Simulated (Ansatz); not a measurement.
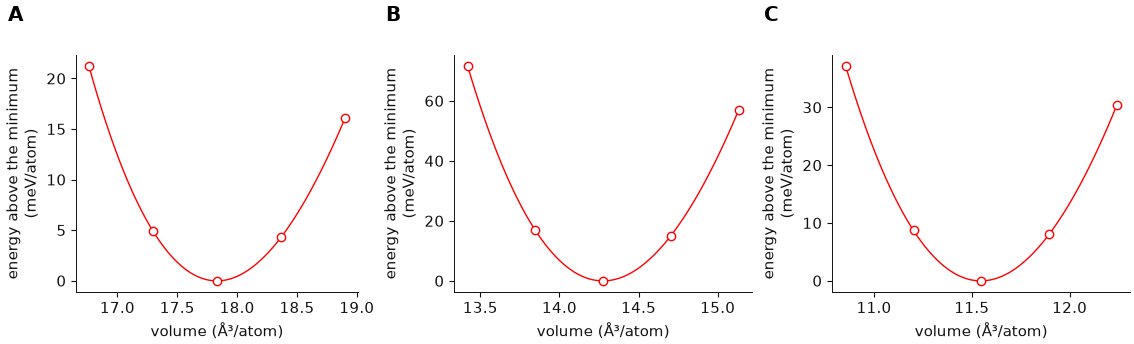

Each panel shows the energy above the minimum against volume for one of these solids: Ag, Fm-3m (No. 225); Cr, Im-3m (No. 229); Os, P6_3/mmc (No. 194).

Method: third-order Birch-Murnaghan fit to density functional energies at scaled volumes of the given relaxed cell, shape and atoms relaxed at each volume; energies count from the fitted minimum; plane waves with PAW datasets, Γ-centred k mesh (Ansatz 0.2.0). Level: PBE, no spin polarisation.

Question: Match the panels to the solids.

Answer: A is Ag (energy above the minimum from 0.0 meV/atom to 21.2 meV/atom, V0 17.83 Å³/atom, B0 92 GPa); B is Os (energy above the minimum from 0.0 meV/atom to 71.6 meV/atom, V0 14.28 Å³/atom, B0 397 GPa); C is Cr (energy above the minimum from 0.0 meV/atom to 37.1 meV/atom, V0 11.55 Å³/atom, B0 258 GPa).

For Cr, limits of the calculation: no spin polarisation, a magnetic state may lie lower.
